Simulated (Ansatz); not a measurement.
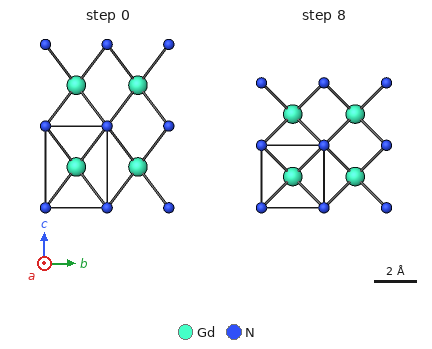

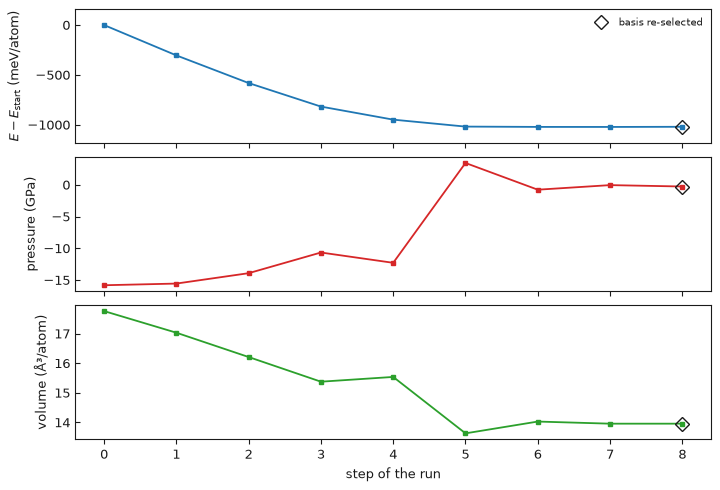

First and last geometry of a relaxation of a crystal of GdN (a generated structure, set up in P4/mmm) (coarse preliminary run), with the history of the run. The picture is a ball-and-stick view of the cell of the calculation, repeated 1 × 2 × 2 with one cell outlined, seen along the a axis.

Theory: DFT PBE, scalar-relativistic, plane waves, PAW (Ansatz).

Input file:
```yaml
crystal:
  lattice:
    - [2.99294454, 0.0, 0.0]
    - [0.0, 2.99294454, 0.0]
    - [0.0, 0.0, 3.96586547]
  atoms:
    - { symbol: Gd, position: [0.5, 0.5, 0.5], spin: 7.0 }
    - { symbol: "N", position: [0.0, 0.0, 0.0] }
basis:
  ecutwfc: 420
kpoints:
  mp_grid: { grid: [6, 6, 4] }
hamiltonian:
  xc: pbe
scf:
  occupations: { method: gaussian, width: 0.1 }
  lower_state_search: "off"
output:
  forces: true
  stress: true
  eigenvalues: true
  populations: true
magnetization:
  spin_polarized: true
relax:
  adjacent_minimum: "off"
  f_tol: 0.04
  max_steps: 70
  cell: { stress_tol: 0.4 }
```

Launched with:
```bash
ansatz run input.yaml --threads 1 --pin off --max-ram 2560MiB --backend cpu --events-out ev --progress --plain --runs-dir out
```

### What do the curves and the structures tell?

It converged. After 7 accepted moves (8 points after the start) the energy has fallen by 1020 meV per atom. All forces vanish by symmetry, so only the cell relaxes. Pressure: −15.81 GPa at the start and −0.26 GPa at the end. The SCF was repeated once at an unchanged geometry on a basis and grid sized afresh for the cell, which shifted the energy by 1.5 meV per atom at most. The atoms keep their places relative to the cell (all moves are under 0.005 Å). The drawn cell changes as follows: a = b 2.993 → 3.034 Å (+1.4 %), c 3.966 → 3.032 Å (−23.5 %); the volume changes by −21.4 %. Among the contacts that change: Gd1–Gd1 3.966 → 3.032 Å, Gd1–N2 2.900 → 2.627 Å, Gd1–Gd1 (another image) 2.993 → 3.034 Å. The space group (tolerance 0.01 Å) goes from P4/mmm (No. 123) to Pm-3m (No. 221).

```tsv
step	E − E(0), meV/atom	pressure, GPa	volume, Å³/atom	note
0	0.00	-15.81	17.763	
1	-304.02	-15.54	17.032	
2	-581.28	-13.91	16.210	
3	-817.06	-10.65	15.377	
4	-948.00	-12.28	15.538	
5	-1017.69	3.44	13.632	
6	-1020.86	-0.76	14.031	
7	-1021.22	-0.04	13.959	
8	-1019.71	-0.26	13.959	same geometry, new basis
```

Limits of the set-up: the k-point mesh is coarse for a cell with partly filled bands.
